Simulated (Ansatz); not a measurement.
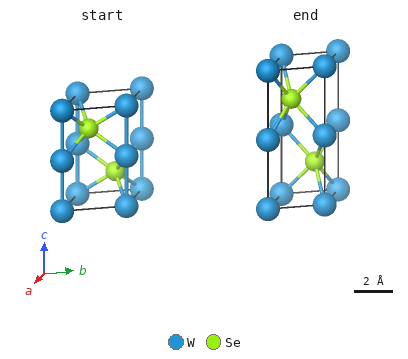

The structure of crystalline WSe (built on the nickel arsenide type) (coarse preliminary run) before (left) and after (right) a relaxation, at one scale.

Style: ball-and-stick. Shown: the cell of the calculation, slightly off an axis.

Method: Ansatz, DFT PBE, scalar-relativistic, plane waves, PAW. (plane-wave cutoff 420 eV; k-point mesh 6 × 6 × 4; occupations gaussian; smearing width 0.1 eV; no spin polarisation; cell and atoms relaxed; force threshold 0.05 eV/Å; at most 80 steps)

What changed between the two?

Answer. Over 11 accepted moves (14 points after the start) the energy falls by 370 meV per atom. All forces vanish by symmetry, so only the cell relaxes. The pressure goes from 32.34 to −0.09 GPa. The line search rejected the trial step at point 12 of the run. The SCF was repeated twice at an unchanged geometry on a basis and grid sized afresh for the cell, which shifted the energy by 5.1 meV per atom at most. The atoms keep their places relative to the cell (all moves are under 0.005 Å). The drawn cell changes as follows: a = b 3.590 → 3.161 Å (−11.9 %), c 5.565 → 7.661 Å (+37.7 %); the volume changes by +6.7 %. Near-neighbour distances that change, for instance: W–W 2.782 → 3.830 Å, W–W 3.590 → 3.161 Å, Se–Se 3.590 → 3.161 Å, Se–W 2.496 → 2.646 Å. Bonds break, among them: W–W (2.78 → 3.83 Å). Bond angles that change, for instance: W–Se–W 67.7° → 92.8°, Se–W–Se 92.0° → 73.4°, W–Se–W 92.0° → 73.4°. The space group stays P6_3/mmc (No. 194).
